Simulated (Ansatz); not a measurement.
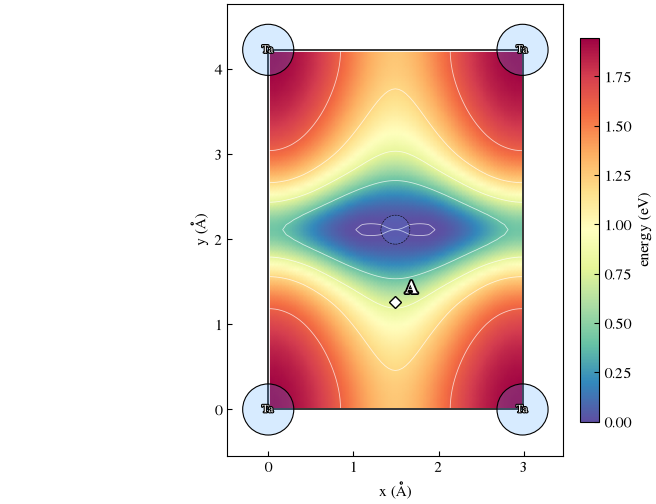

Si on a Ta(110) slab cut from the Fm-3m phase, its upper half relaxed before the scan (4 atoms of substrate and one adsorbate in a 1 × 1 cell). Si is moved over the surface cell; relaxed at each place: the height of the adsorbate's atoms; substrate rigid; the origin of the map has the adsorbate above Ta4. Places are given modulo a cell vector. The map is drawn in real space over the plane of the surface. Grid: 6 × 10 points; 24 points were computed and 36 follow by symmetry. Energies: eV, counted from the lowest grid point. With one adsorbate in each 1 × 1 cell, its nearest image is 3.0 Å away, so neighbouring adsorbates interact. These are results of DFT PBE, scalar-relativistic, plane waves, PAW (Ansatz), not measurements. Settings: cutoff 420 eV, k-mesh 9×6×1, gaussian smearing 0.1 eV, no spin polarisation.

The picture shows a smooth colour map with a few white contour lines, labelled circles for the atoms of the top layer and small ones for the second layer, the outline of one cell of the plane, the point A. Between grid points the surface is interpolated.

> Which way does the force act at A, and how strong is it?

A, at (3/6, 3/10) of the cell vectors, is not a stationary point. The computed force is 1 eV/Å in the plane, pointing up in the picture (components 0.0 and 1.0 eV/Å).

PAW datasets: the set soft_1.
